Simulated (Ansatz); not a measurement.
**Energy of C along an even scaling of the cell**

System: C (1 atom in the cell).
Method: DFT, RPBE, plane waves (420 eV) with PAW, scalar-relativistic, no spin polarisation (Ansatz 0.2.0).

The 5 runs differ only in the geometry, by an even scaling of the cell at fixed fractional positions.

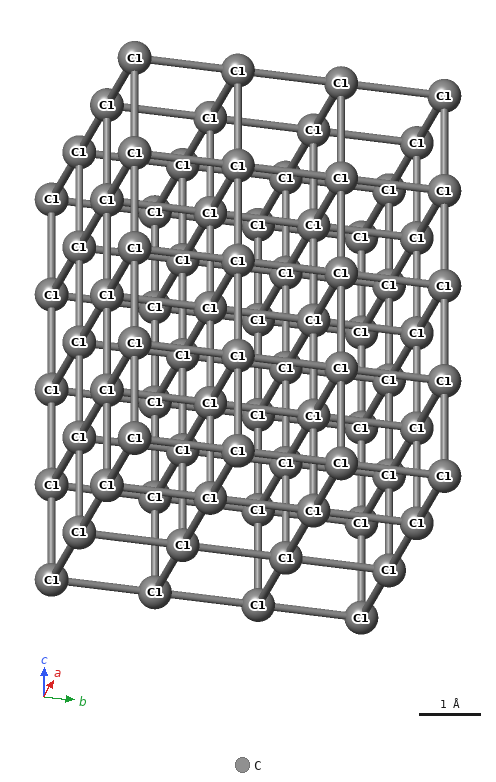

Figure 1. The structure of run 3 (ball-and-stick view of the cell of the calculation, repeated 3 × 3 × 4, seen at an oblique angle; atoms are numbered from 1 in the order of the input).

**Input of run 3**
```yaml
crystal:
  lattice:
    - [1.7779627791, 0.0, 0.0]
    - [0.0, 1.7779627791, 0.0]
    - [0.0, 0.0, 1.7779627791]
  atoms:
    - { symbol: C, position: [0.0, 0.0, 0.0] }
hamiltonian:
  xc: rpbe
  pseudopotentials:
    kind: paw
    azcp:
      C: "pseudopotentials/C.paw.azcp"
basis:
  ecutwfc: 420
  fft_grid_basis: typed
kpoints:
  mp_grid: { grid: [20, 20, 20], shift: [0, 0, 0] }
magnetization:
  spin_polarized: false
scf:
  occupations: { method: fermi_dirac, width: 0.1 }
  lower_state_search: "off"
output:
  stress: true
```

Lattice vectors (Å) and fractional positions of run 3:
```
   1.777963    0.000000    0.000000
   0.000000    1.777963    0.000000
   0.000000    0.000000    1.777963
C   0.000000  0.000000  0.000000
```

Run 4 differs from it as follows:
```diff
-    - [1.7779627791, 0.0, 0.0]
-    - [0.0, 1.7779627791, 0.0]
-    - [0.0, 0.0, 1.7779627791]
+    - [1.8013597093, 0.0, 0.0]
+    - [0.0, 1.8013597093, 0.0]
+    - [0.0, 0.0, 1.8013597093]
```

**Results, with one run withheld**

```tsv
run	volume per atom (Å³)	free energy per atom, from the lowest run given (meV)	pressure (GPa)
1	4.946	115.86	55.53
2	5.396	15.51	18.31
3	5.620	0.00	4.19
4	5.845	?	?
5	6.295	51.26	−25.72
```

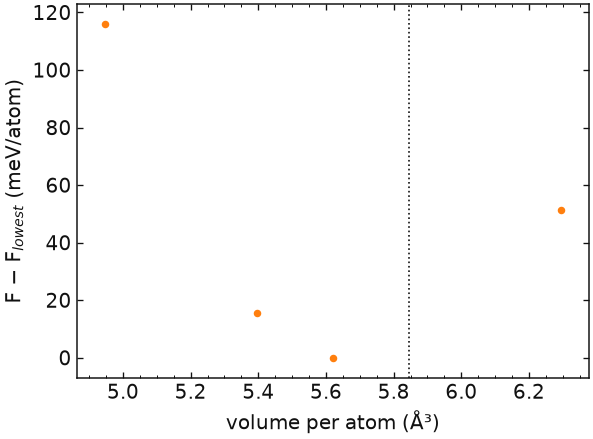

Figure 2. Free energy per atom of the runs given; the dotted line marks run 4.

Estimate the energy of run 4 from the others.

A quadratic polynomial in V^(−2/3) (the Birch–Murnaghan form), fitted to the 4 runs given, misses them by at most 0.32 meV per atom. With x = V^(−2/3) − 0.31980 Å⁻², it reads F = 3.967 + 1487.6 x + 1.2353e+05 x² (meV per atom). At run 4 it gives 3.35 meV per atom, and the run itself gives 2.71. The slope of the fit gives a pressure −dF/dV of −7.78 GPa there, and the run prints −7.71 GPa. The two needn't agree exactly: the fit is approximate, and the printed stress is taken on a finite basis. The fit has its minimum at 5.689 Å³ per atom, where V d²F/dV² gives 304 GPa: the bulk modulus at this level, since symmetry fixes the shape and the positions. So low a polynomial doesn't follow these energies more closely.

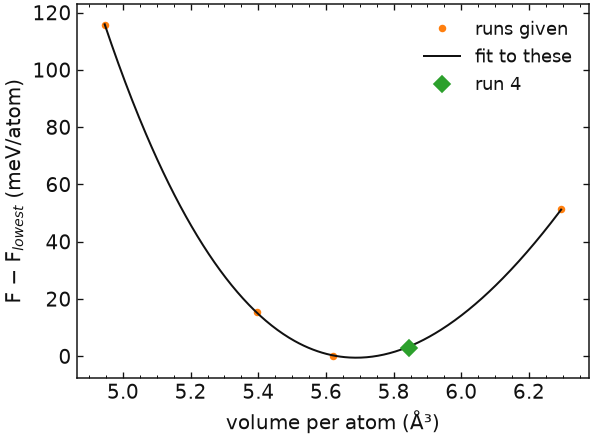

Figure 3. The fit and the withheld run.

**Output, shortened to warnings, some set-up lines, iterations and results (run 4)**
```
Basis set: ecut = 420 eV, 123 PW (Γ)
Symmetry: 48 space group operations
k-points: 286 of 8000
Initial density: superposition of atomic densities (neutral atoms: chi_scale 0, normalization atom), corrected by the library's trained network
[...]
SCF iter   1: F=—  HF=-249.431073 eV  |F-HF|=—  |Δ(HF+E_count)|=         —  Δρ=5.88e-3  dr2=3.82e-4  ethr=1.77e-3  ⟨swp⟩=5.0  Hψ=13350  notcnv=0
SCF iter   2: F=—  HF=-249.431539 eV  |F-HF|=—  |Δ(HF+E_count)|=   4.66e-4  Δρ=3.06e-3  dr2=1.02e-4  ethr=9.56e-6  ⟨swp⟩=1.1  Hψ=4036  notcnv=0
SCF iter   3: F=—  HF=-249.431745 eV  |F-HF|=—  |Δ(HF+E_count)|=   2.06e-4  Δρ=1.53e-4  dr2=9.07e-7  ethr=2.55e-6  ⟨swp⟩=2.0  Hψ=2279  notcnv=0
SCF iter   4: F=—  HF=-249.431745 eV  |F-HF|=—  |Δ(HF+E_count)|=   1.94e-8  Δρ=5.10e-5  dr2=1.06e-7  ethr=2.27e-8  ⟨swp⟩=1.1  Hψ=1763  notcnv=0
SCF iter   5: F=-249.431745 eV  HF=-249.431745 eV  |F-HF|=1.46e-10  |Δ(HF+E_count)|=   1.74e-8  Δρ=2.72e-6  dr2=1.12e-10  ethr=2.65e-9  ⟨swp⟩=2.0  Hψ=2270  notcnv=0
SCF iter   6: F=-249.431745 eV  HF=-249.431745 eV  |F-HF|=1.99e-13  |Δ(HF+E_count)|=  1.48e-10  Δρ=1.23e-7  dr2=5.46e-13  ethr=2.79e-12  ⟨swp⟩=1.0  Hψ=4766  notcnv=0
SCF 1 converged in 6 iterations: F = -249.431745 eV  dr2 = 5.46e-13
SCF converged after 6 iterations
Free energy (F): -249.431745 eV
Harris-Foulkes:  -249.431745 eV  (|F-HF|=1.99e-13)
Internal energy: -249.421007 eV  (E = F + TS)
E sigma→0 (E₀):  -249.426376 eV
Entropy (-TS):   -0.010739 eV (-10.739 meV/atom)
Fermi energy:    13.597860 eV
--- Per-component energies (eV) ---
  E_band       = 21.153872
  E_kinetic    = 85.489408
  E_local      = -38.925069  (includes V_loc(G=0)·N_el)
  E_nonlocal   = 26.258843
  E_hartree    = 6.101230
  E_xc         = -47.494957
  E_vxc        = -58.886320  (∫ρ·V_xc dr)
  E_paw        = -99.390145  (= ΣΔE_a)
  E_vpaw       = -4.985456  (= ΣTr[D̂ρ^β])
  E_aug_tail   = 0.000004  (compensation charges beyond the density's cutoff)
  E_ewald      = -181.445505
  E_core_change = -0.014814  (= ΣΔE_core)
  E_smearing   = -0.010739  (= −TS)
  E_closure    = 0.000000  (closes the sum)
  Σ components = -249.431745   (vs F -249.431745, Δ=0.00e0)
--- Stress (GPa, compression-positive) ---
       -7.712864      -0.000000       0.000000
        0.000000      -7.712864       0.000000
        0.000000       0.000000      -7.712864
  P = ⅓ Tr σ = -7.7129 GPa (-77.129 kbar)
```
